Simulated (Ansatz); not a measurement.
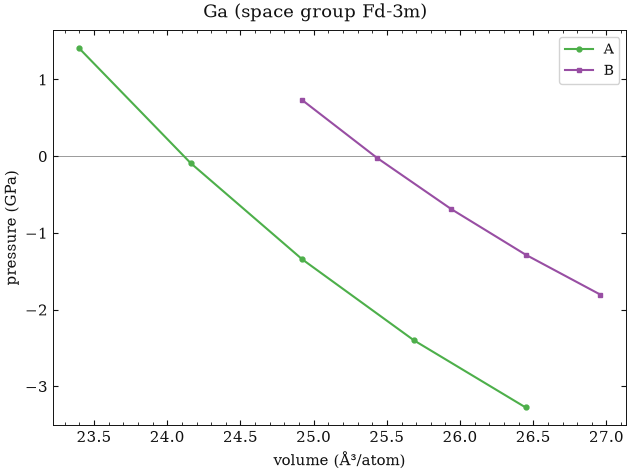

The plot gives the computed pressure against volume, with one curve for each functional, for Ga (space group Fd-3m). The labels are replaced by letters. In alphabetical order the cases are: PBE; r2SCAN.

How it was computed, with Ansatz 0.2.0 development build: equation of state of a cubic crystal from periodic Kohn-Sham density functional theory without spin, third-order Birch-Murnaghan fit to the free energies; pressure corrected for the finite basis.

structure type diamond; atoms in cell 2; space group number 227; lattice centring face-centred primitive; occupation method Fermi–Dirac; datasets soft-1 PAW; density tolerance 1e−07 eV; bands 17; density cutoff ratio 4; search for lower states default.

Q: Which letter stands for which functional?

A: A: r2SCAN; B: PBE.

Keep in mind: cubic model structure, not the ambient form.
